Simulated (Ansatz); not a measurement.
**Ge: density, localisation and related maps**

```yaml
crystal:
  lattice:
    - [2.79430, 0.00000, 0.00000]
    - [0.00000, 5.20103, 0.00000]
    - [0.00000, 0.00000, 2.69823]
  atoms:
    - { symbol: Ge, position: [0.00000, 0.50000, 0.00000] }
    - { symbol: Ge, position: [0.50000, 0.00000, 0.00000] }
```

Space group Cmmm; a structure from a database of computed crystals, not necessarily the ambient phase; computed pressure about −3 GPa in this cell.

Theory: Kohn-Sham DFT of a periodic cell, r2SCAN, Ansatz PAW in Ansatz.

The density is the valence pseudo-density of a PAW calculation; it isn't the true density close to the nuclei.

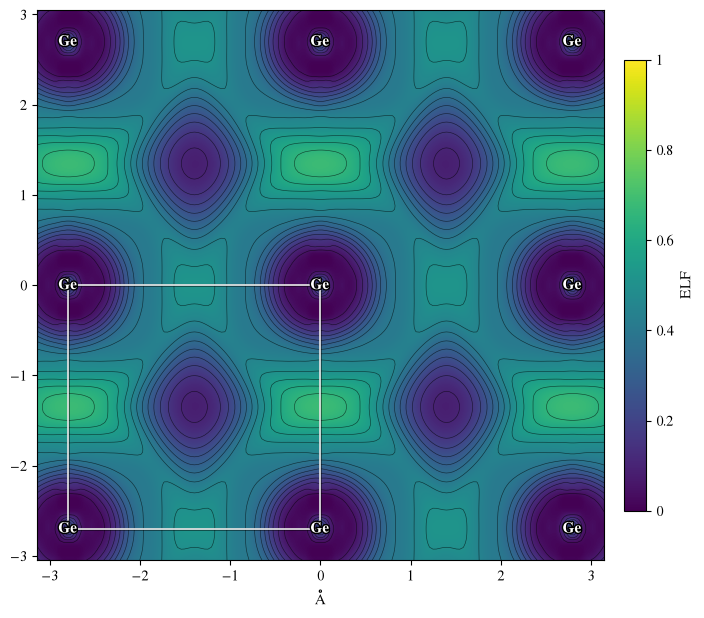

Figure 1. Electron localisation function on the (010) plane of the conventional cell.

### Describe what can be read from this map.

The plane passes through Ge nuclei.
Ge–Ge (2.70 Å): the ELF peaks at about 0.70 between the atoms.
Ge–Ge (2.79 Å): the ELF reaches about 0.50 near the midpoint.

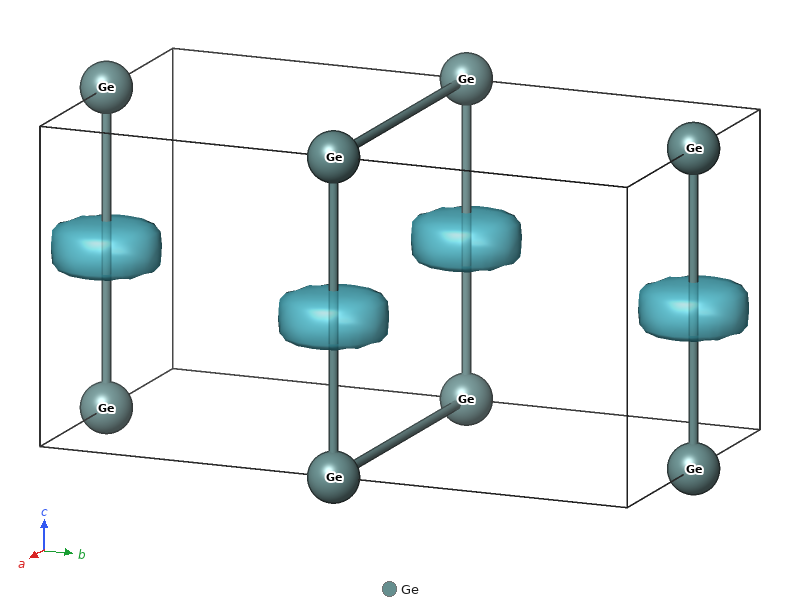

Figure 2. Isosurface of the ELF at 0.6 (cyan), seen slightly off an axis. Only the valence region is drawn (cores and ρ < 0.01 e/Å³ removed). Sticks mark near contacts.

### Where are the electrons localised?

At this value the surface marks out two regions between bonded Ge–Ge atoms, counted in one cell of 2 atoms. Regions shared between cells count once.

### Does the calculation give a band gap?

It is metallic or semimetallic at this level of theory: no gap opens.
